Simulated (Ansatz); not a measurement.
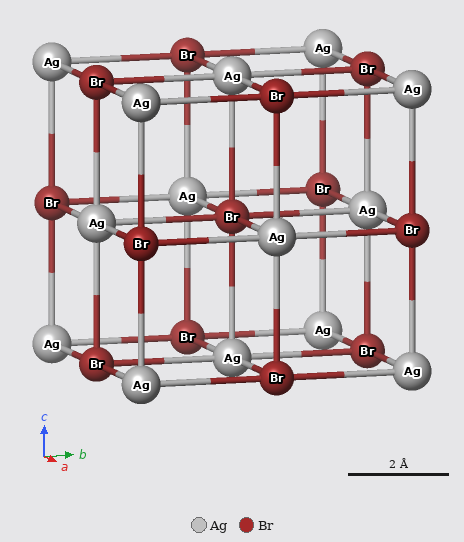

Fig. 1: The structure as given in the input (ball-and-stick view of the cell 4 times as large as that of the calculation, set on its symmetry axes, seen slightly off an axis).

# Run report: AgBr, band-structure calculation

AgBr (Fm-3m, 2 atoms in the cell), computed with DFT, PBE, PAW with Ansatz's default frozen-core files, scalar-relativistic, no spin polarisation (Ansatz 0.2.0).

It belongs to a series of runs on one base structure; here: volume scaled by 1, PAW files.

### Input file
```yaml
crystal:
  lattice:
    - [0.0, 2.87015, 2.87015]
    - [2.87015, 0.0, 2.87015]
    - [2.87015, 2.87015, 0.0]
  atoms:
    - { symbol: Ag, position: [0.0, 0.0, 0.0] }
    - { symbol: Br, position: [0.5, 0.5, 0.5] }
kpoints:
  mp_grid: { grid: [9, 9, 9] }
  band_path:
    path:
      - [0.0, 0.0, 0.0]
      - [0.5, 0.0, 0.5]
      - [0.625, 0.25, 0.625]
      - [0.375, 0.375, 0.75]
      - [0.0, 0.0, 0.0]
      - [0.5, 0.5, 0.5]
      - [0.5, 0.25, 0.75]
      - [0.5, 0.0, 0.5]
    npoints: 6
scf:
  occupations: { method: fermi_dirac, width: 0.03 }
hamiltonian:
  xc: pbe
  pseudopotentials: { kind: paw }
output:
  forces: true
  stress: true
  eigenvalues: true
  efg: { contact_densities: true }
  populations: true
  write_density: true
  write_potential: true
  elf: true
  volumetric_format: npy
```

Run on 1 thread of Intel Xeon (Sapphire Rapids), 16 GiB of memory available, shared host.

Run as:
```bash
ansatz run input.yaml --threads 1 --pin off --max-ram 2048MiB --backend cpu --events-out ev --progress --plain --runs-dir out
```

### Log
```
Ag: output.efg is read without spin–orbit coupling, which moves field gradients at and beside such atoms by some per cent and up to a factor of two; PAW files take it under magnetization.noncollinear and magnetization.spin_orbit
Engine: ansatz 0.2.0, x86_64-unknown-linux-gnu
Pseudopotentials: kind: paw
Pseudopotential: Ag, paw, valence charge 19, recommended cutoff 420 eV (normal), Ag.paw.azcp
Pseudopotential: Br, paw, valence charge 7, recommended cutoff 420 eV (normal), Br.paw.azcp
Functional definition: PBE
  parameter kappa = 0.804
  parameter beta = 0.06672455060314922
  exchange = pbe_x(kappa = kappa, mu = beta*pi^2/3)
  correlation = pbe_c(beta = beta)
Crystal: 2 atoms, lattice volume = 47.287 Å³
Basis set: ecut = 420 eV, 941 PW (Γ), exchange–correlation on 60×60×60 points (8 copies of the dense FFT grid, shifted against one another)
Bands: 17, of which v1, the nominal top of the filled ones, is band 13 counted from 1 (12 counted from 0)
Symmetry: 48 space group operations
Space group: Fm-3m (ITA 225), of the structure as read, at distance tolerance 3.6e-5 Å
k-points: 35 of 729
Non-local potential: Ag, projectors of the file, l = 0: 3, l = 1: 2, l = 2: 2, l = 3: 1
Non-local potential: Br, projectors of the file, l = 0: 2, l = 1: 2, l = 2: 2
PAW form: soft (Blöchl's): semilocal exchange-correlation on the pseudo side does not see the compensation charge
PAW one-centre angular grid: Ag, 590 points (default); XC on 64 Gauss nodes
PAW one-centre angular grid: Br, 110 points (default); XC on 64 Gauss nodes
Initial density: superposition of atomic densities (neutral atoms: chi_scale 0, normalization atom), corrected by the library's trained network
Initial wavefunctions: pseudopotential atomic-orbital guess
Functional: x = pbe(κ = 0.804, μ = 0.2195149727645171), c = pbe(β = 0.06672455060314922)
SCF iter   1: F=—  HF=-10374.347249 eV  |F-HF|=—  |Δ(HF+E_count)|=         —  Δρ=3.83e-4  dr2=4.23e-5  ethr=1.77e-3  ⟨swp⟩=5.1  Hψ=2935  notcnv=0
preconditioner: auto → none  [insulator: Δε(μ)=0.714 eV  Ē_g=10.605 eV  σ=0.030 eV  W_gap=1.00  n_scr=14 (ndim 8)  ℏωp=22.9 eV  f_vac=0.022  D(μ)=0.00/eV (n_scr^D=0)  ε∞_Penn≈5.7]
SCF iter   2: F=—  HF=-10374.348922 eV  |F-HF|=—  |Δ(HF+E_count)|=   1.67e-3  Δρ=2.37e-4  dr2=1.33e-5  ethr=1.63e-7  ⟨swp⟩=4.2  Hψ=1874  notcnv=0
SCF iter   3: F=—  HF=-10374.348948 eV  |F-HF|=—  |Δ(HF+E_count)|=   2.54e-5  Δρ=1.40e-4  dr2=7.32e-6  ethr=5.12e-8  ⟨swp⟩=2.0  Hψ=1050  notcnv=0
SCF iter   4: F=—  HF=-10374.348948 eV  |F-HF|=—  |Δ(HF+E_count)|=   7.64e-7  Δρ=3.80e-5  dr2=2.45e-7  ethr=2.82e-8  ⟨swp⟩=2.2  Hψ=863  notcnv=0
iter 5 did not close the SCF: its close was put off for the readings that it lacked (scf_convergence_deferred on its scf_iter line)
SCF iter   5: F=-10374.348950 eV  HF=-10374.348950 eV  |F-HF|=1.82e-8  |Δ(HF+E_count)|=   1.29e-6  Δρ=1.29e-5  dr2=6.97e-8  ethr=9.41e-10  ⟨swp⟩=2.0  Hψ=1018  notcnv=0
SCF iter   6: F=-10374.348950 eV  HF=-10374.348950 eV  |F-HF|=9.17e-10  |Δ(HF+E_count)|=   8.77e-9  Δρ=2.68e-6  dr2=2.78e-9  ethr=2.68e-10  ⟨swp⟩=6.2  Hψ=3702  notcnv=0
SCF 1 converged in 6 iterations: F = -10374.348950 eV  dr2 = 2.78e-9
  greatest PAW one-centre occupation: 1.000 electrons in one spin orbital (limit 2), on the Ag atom at site 0 (counted from 0), in its partial waves of l = 0
```

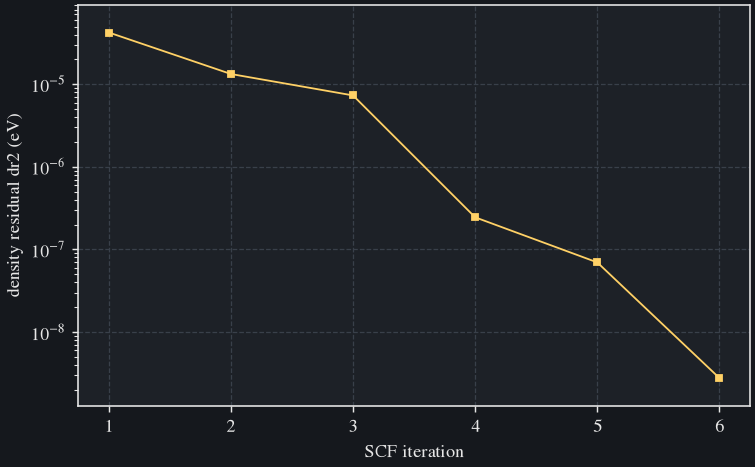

Fig. 2: Convergence of the self-consistent field: density residual dr2 against the SCF iteration. The residual falls at every step.

```
NSCF: frozen V_eff on 43 k-points
SCF converged after 6 iterations
Free energy (F): -10374.348950 eV
Harris-Foulkes:  -10374.348950 eV  (|F-HF|=9.17e-10)
Internal energy: -10374.348950 eV  (E = F + TS)
E sigma→0 (E₀):  -10374.348950 eV
Entropy (-TS):   -0.000000 eV (-0.000 meV/atom)
Fermi energy:    8.575744 eV
--- Per-component energies (eV) ---
  E_band       = -361.616802
  E_kinetic    = 661.707189
  E_local      = -3325.083217  (includes V_loc(G=0)·N_el)
  E_nonlocal   = 153.891785
  E_hartree    = 1456.074617
  E_xc         = -447.554717
  E_vxc        = -336.076592  (∫ρ·V_xc dr)
  E_paw        = -6152.066412  (= ΣΔE_a)
  E_vpaw       = -428.209003  (= ΣTr[D̂ρ^β])
  E_aug_tail   = 0.000319  (compensation charges beyond the density's cutoff)
  E_ewald      = -2721.318514
  E_smearing   = -0.000000  (= −TS)
  E_closure    = -0.000000  (closes the sum)
  Σ components = -10374.348950   (vs F -10374.348950, Δ=0.00e0)
--- Forces (eV/Å), atoms counted from 1 ---
  atom   1  Ag    -0.00000000     0.00000000     0.00000000
  atom   2  Br     0.00000000    -0.00000000     0.00000000
  max |Σ_I F_I| component: 5.26e-30 eV/Å
--- Stress (GPa, compression-positive) ---
        2.322136       0.000000       0.000000
        0.000000       2.322136       0.000000
       -0.000000       0.000000       2.322136
  P = ⅓ Tr σ = 2.3221 GPa (23.221 kbar)
--- PAW observables at the nuclei: V_zz in 10²¹ V/m², potentials from the cell's mean, atoms counted from 1 ---
  atom   1  Ag V_zz =    -0.000000   η = 0.0000   by run symmetry: forbidden
            electrostatic potential = -7476.268797 V   contact ρ = 948352.786109 e/Å³
  atom   2  Br V_zz =    +0.000000   η = 0.0000   by run symmetry: forbidden
            electrostatic potential = -4910.007676 V   contact ρ = 293247.405322 e/Å³
--- Band table (eV; the first three rows and the last of 35) ---
  k-point 0: bands = ["-81.8887", "-45.4194", "-45.4194", "-45.4194", "-6.8761", "5.4097", "5.4097", "5.4100", "5.4100", "5.4100", "6.2728", "6.2728", "6.2728", "8.8801", "18.1310", "18.1310", "18.1310"]
  k-point 1: bands = ["-81.8887", "-45.4196", "-45.4195", "-45.4195", "-6.8275", "5.0716", "5.0716", "5.1419", "5.4443", "5.4443", "5.9583", "6.6659", "6.6659", "9.5809", "16.9706", "17.8675", "17.8675"]
  k-point 2: bands = ["-81.8887", "-45.4201", "-45.4195", "-45.4195", "-6.7001", "4.2795", "4.5975", "4.5975", "5.5329", "5.5329", "5.8800", "7.2885", "7.2885", "10.8050", "15.6275", "16.7425", "16.7425"]
  k-point 34: bands = ["-81.8887", "-45.4207", "-45.4205", "-45.4201", "-6.3712", "3.8971", "4.1887", "4.3441", "5.7535", "5.7675", "5.9774", "6.0519", "6.8125", "11.9563", "15.0606", "15.7095", "16.4165"]
--- Löwdin populations: 2 sites ---
  site symbol       q [e]
     0     Ag     18.4936
     1     Br      7.4168
  spilling = 0.003445 (of n_electrons = 26.000000)
```

### File populations.tsv
```
# site	symbol	l	j	q
# orbitals = lowdin
# n_electrons = 26.000000
# spilling = 0.003445
0	Ag	0_4S	-	1.998078
0	Ag	0_5S	-	0.540398
0	Ag	1_4P	-	5.999478
0	Ag	2_4D	-	9.955625
1	Br	0_4S	-	1.920103
1	Br	1_4P	-	5.496740
```

### File rho_z.tsv
```
# z_ang	rho[e/angstrom^3]
# format = ansatz-planar-average/11
# lattice	0.000000000	2.870150000	2.870150000
# lattice	2.870150000	0.000000000	2.870150000
# lattice	2.870150000	2.870150000	0.000000000
# sites	2
# site	47	0.000000000	0.000000000	0.000000000
# site	35	2.870150000	2.870150000	2.870150000
0.000000	1.349210e0
0.135300	1.295670e0
0.270600	1.148746e0
0.405901	9.438152e-1
0.541201	7.251375e-1
0.676501	5.325908e-1
0.811801	3.919816e-1
0.947101	3.110634e-1
1.082401	2.805656e-1
1.217702	2.805828e-1
1.353002	2.915593e-1
1.488302	3.016935e-1
1.623602	3.065146e-1
1.758902	3.064431e-1
1.894202	3.046261e-1
2.029503	3.037536e-1
2.164803	3.046261e-1
2.300103	3.064431e-1
2.435403	3.065146e-1
2.570703	3.016935e-1
2.706003	2.915593e-1
2.841304	2.805828e-1
2.976604	2.805656e-1
3.111904	3.110634e-1
3.247204	3.919816e-1
3.382504	5.325908e-1
3.517804	7.251375e-1
3.653105	9.438152e-1
3.788405	1.148746e0
3.923705	1.295670e0
```

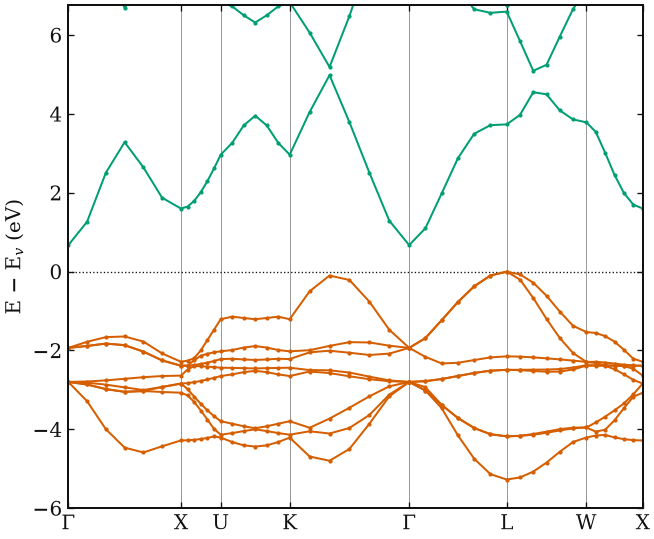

Fig. 3: Band structure along Γ–X–U–K–Γ–L–W–X, with energies from the valence-band top. There is a gap of 0.67 eV on this path, indirect, from L to Γ.

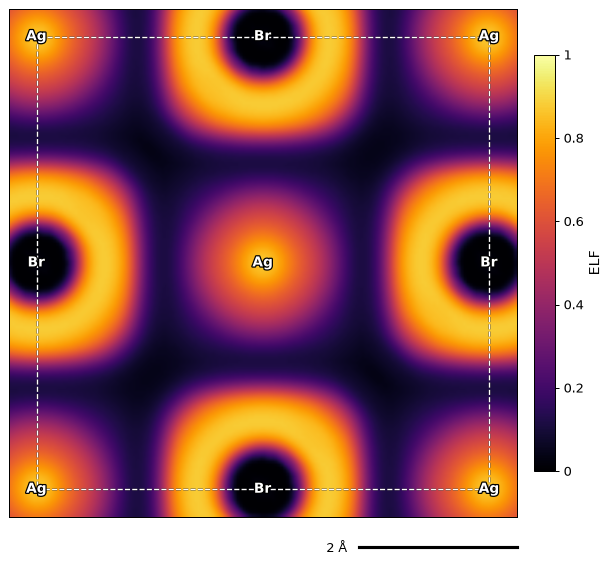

Fig. 4: Electron localisation function on the (001) plane of the conventional cell. The section cuts through Ag and Br sites. Ag–Br (2.87 Å): the ELF peaks at about 0.90 in the valence shell of Br, 0.9 Å from its nucleus, and drops to about 0.10 between the two atoms, which marks ionic bonding with no shared pair. The strong features right at Ag lie inside the PAW spheres (semicore, d or f shells) and say nothing about bonding. Core electrons are frozen (PAW), so the fields are smoothed inside the atomic spheres.

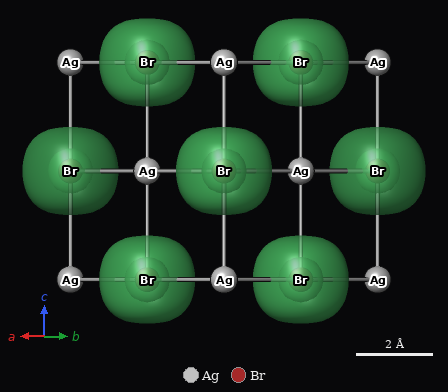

Fig. 5: Isosurface of the electron localisation function at 0.65 (green), seen along [110]. Only the valence region is drawn (cores and ρ < 0.01 e/Å³ removed). Sticks mark near contacts. The outline is the cell set on symmetry axes. Values along the shortest contacts:

### Key numbers

| quantity | value |
| --- | --- |
| outcome | converged |
| space group (tolerance 0.01 Å) | Fm-3m (225) |
| electrons treated | 26 |
| free energy | −10374.3489 eV |
| Fermi energy | 8.576 eV |
| pressure | 2.32 GPa |
| field gradient V_zz (10²¹ V/m²) | zero at all sites |
| electronic character | gap of 0.67 eV |
| largest force (length of the vector) | under 0.001 eV/Å |
| wall time | 3.1 s |
| peak memory | 0.43 GiB |

### Notes

The program warns: the field gradients leave out spin–orbit coupling.
